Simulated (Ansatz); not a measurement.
System GaN (space group P6_3mc, No. 186); source of the atomic positions: the geometry relaxed with DFT PBE, scalar-relativistic, plane waves, PAW (Ansatz 0.2.0); the starting structure was generated, so it need not be a known form of this composition.

```
Ga N
1.0
     3.21839    0.00000    0.00000
    -1.60920    2.78721    0.00000
     0.00000    0.00000    5.24342
Ga N
2 2
Cartesian
  0.0000 1.8581 5.2389
  1.6092 0.9291 2.6172
  0.0000 1.8581 1.9708
  1.6092 0.9291 4.5925
```

Describe the stacking along c, with columns A (0, 0), B (1/3, 2/3), C (2/3, 1/3) of the hexagonal mesh.

Ga(B) – N(B) – Ga(C) – N(C) (four layers in 5.24 Å).

N layers alone: BC, the hexagonal close-packed type.

Ga: two tetrahedral sites (per hexagonal cell).

Polytype symbol 2H, the symbol of a tetrahedral polytype (number of double layers in the repeat and lattice).

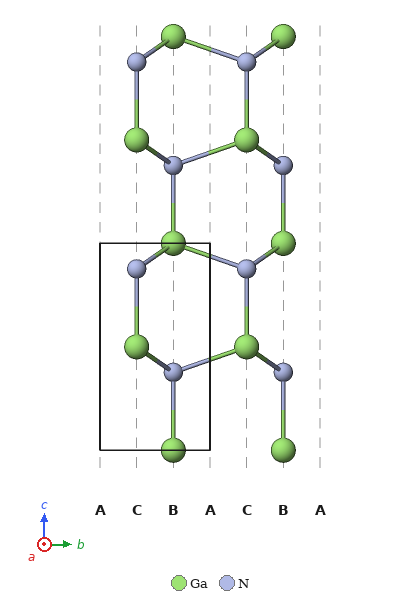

The picture looks along a close-packed row of the hexagonal mesh; c points upwards. The dashed lines mark the three columns A (0, 0), B (1/3, 2/3) and C (2/3, 1/3). The sequence starts with the first layer at or above the cell's origin.
